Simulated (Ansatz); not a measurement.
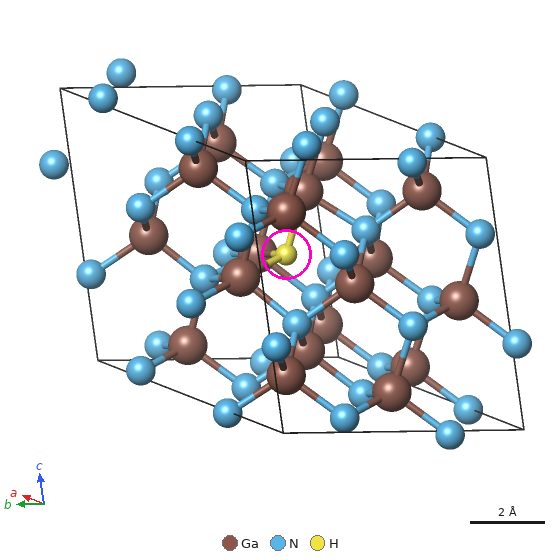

Structure drawing (ball-and-stick), viewed from a general direction. The supercell is drawn as a box. The host is GaN, in a cell of 36 sites, and the cell carries a charge of -1. A ring marks the defect's site.

Name the defect and give its surroundings.

An interstitial hydrogen atom. It is bonded to three Ga in a trigonal pyramidal arrangement at about 1.8 Å.

The atoms were relaxed in the host's cell with DFT PBE, scalar-relativistic, plane waves, PAW (Ansatz).
